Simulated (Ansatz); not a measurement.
## Electronic structure of Si in real space

```
Si
1.0
     6.64842    0.00000    0.00000
     0.00000    6.64842    0.00000
     0.00000    0.00000    6.64842
Si
16
Cartesian
  0.6692 0.6692 0.6692
  3.9934 3.9934 3.9934
  5.9792 2.6550 0.6692
  2.6550 5.9792 3.9934
  0.6692 5.9792 2.6550
  3.9934 2.6550 5.9792
  2.6550 0.6692 5.9792
  5.9792 3.9934 2.6550
  2.6550 2.6550 2.6550
  5.9792 5.9792 5.9792
  3.9934 0.6692 2.6550
  0.6692 3.9934 5.9792
  2.6550 3.9934 0.6692
  5.9792 0.6692 3.9934
  0.6692 2.6550 3.9934
  3.9934 5.9792 0.6692
```

Space group Ia-3; the program warned that the cutoff is below the recommended one.

Computed with DFT r2SCAN, scalar-relativistic, plane waves, PAW (Ansatz 0.2.0).

Core electrons are frozen (PAW), and the valence fields are smoothed inside the atomic spheres.

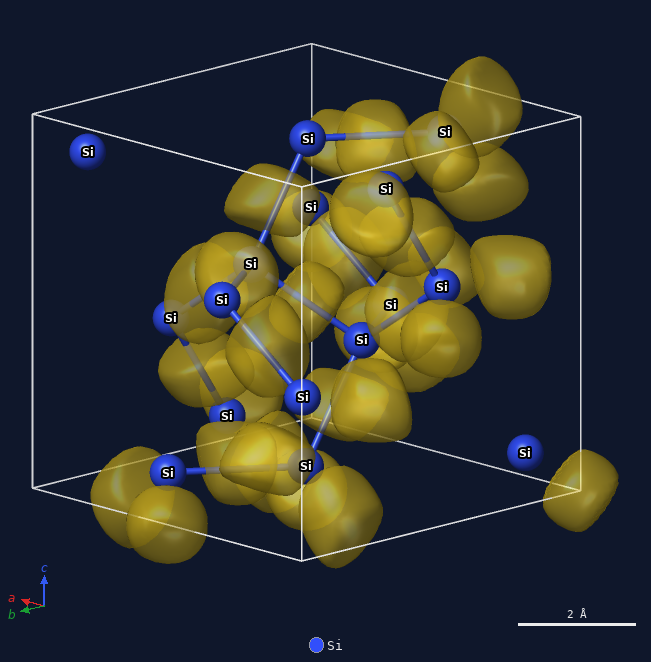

Figure 1. Isosurface of the ELF at 0.75 (yellow), seen at an oblique angle. Core shells and regions of very low density are left out. Sticks mark near contacts.

Describe the localisation domains.

At this value the surface marks out 32 regions between bonded Si–Si atoms, counted in one cell of 16 atoms. Regions shared between cells count once.


Si–Si (2.32 Å): the ELF peaks at about 0.95 between the atoms. Si–Si (2.39 Å): the ELF peaks at about 0.95 between the atoms.

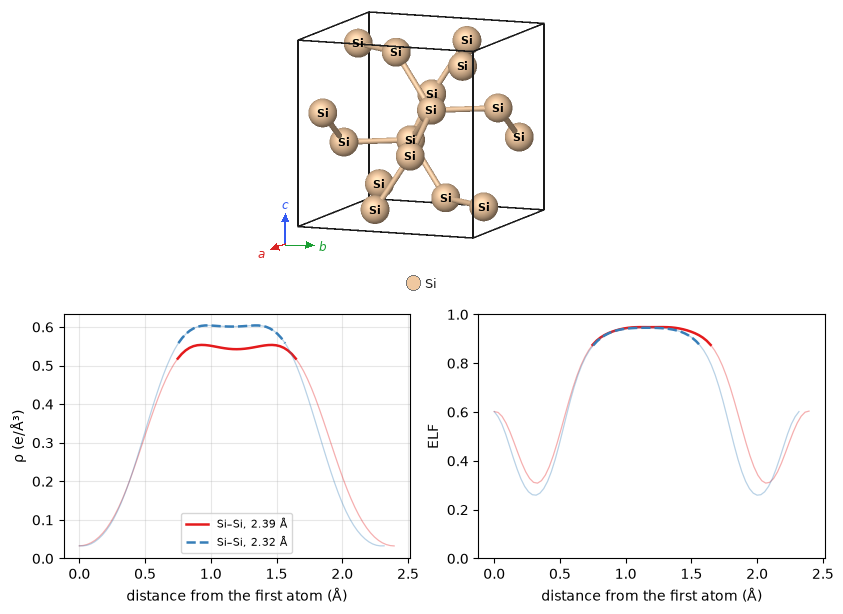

Figure 2. Valence charge density (pseudo) and electron localisation function along straight lines between neighbouring atoms. Thin, pale parts lie inside the atomic spheres. The structure is drawn too.

Compare the contacts.

Si–Si (2.39 Å): ρ at the midpoint is about 0.54 e/Å³; the ELF peaks at about 0.95 between the atoms.
Si–Si (2.32 Å): ρ at the midpoint is about 0.6 e/Å³; the ELF peaks at about 0.95 between the atoms.

Metal or insulator at this level of theory?

It is metallic or semimetallic at this level of theory: no gap opens.
